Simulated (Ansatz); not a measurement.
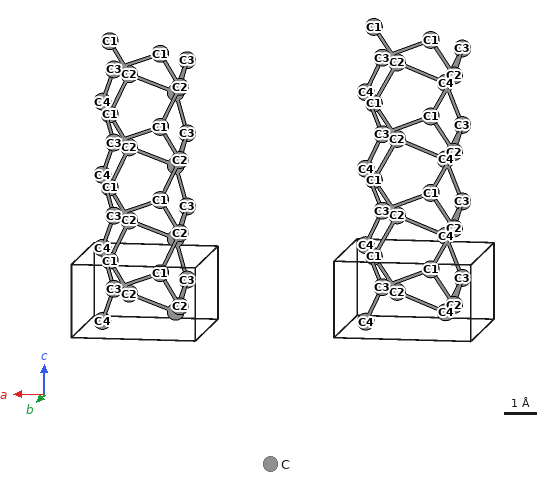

Two geometries of crystalline C (a generated structure, set up in C222_1) (coarse preliminary run), drawn at one scale. One is the start of a relaxation, the other its converged end. A ball-and-stick model of the conventional cell (2 times the calculation's cell), repeated 1 × 1 × 4 with one cell outlined, seen from a free direction. Lengths and directions refer to the drawn axes.

Method: Ansatz 0.2.0, DFT PBE, scalar-relativistic, plane waves, PAW. Set-up: plane-wave cutoff 420 eV; k-point mesh 6 × 6 × 8; occupations gaussian; smearing width 0.1 eV; no spin polarisation; cell and atoms relaxed; force threshold 0.04 eV/Å; at most 70 steps.

Which one is relaxed?

Answer. The right one is the relaxed one. The largest moves relative to the cell, 0.090 Å, are those of C1, C2, C3 and C4. C4 goes along [1 2 −1]. Cell: a 3.973 → 4.391 Å (+10.5 %), b 4.302 → 4.393 Å (+2.1 %), c 2.345 → 2.452 Å (+4.6 %). Volume +18.0 %. Among the contacts that change: C1–C4 1.516 → 1.673 Å, C1–C3 1.586 → 1.672 Å, C1–C2 1.489 → 1.524 Å. Bond angles that change, for instance: C1–C2–C3 143.1° → 133.3°, C1–C2–C4 125.6° → 133.3°, C1–C2–C1 103.8° → 107.1°. The space group (tolerance 0.01 Å) goes from C222_1 (No. 20) to P4_322 (No. 95). Over 6 accepted moves (9 points after the start) the energy falls by 1.264 eV per cell of the calculation. Largest force component: 2.4 eV/Å at the start, 0.00028 eV/Å at the end. The pressure goes from 80.14 to −0.01 GPa. The line search rejected the trial step at point 3 of the run. The SCF was repeated twice at an unchanged geometry on a basis and grid sized afresh for the cell, which shifted the energy by 47.0 meV per cell of the calculation at most.
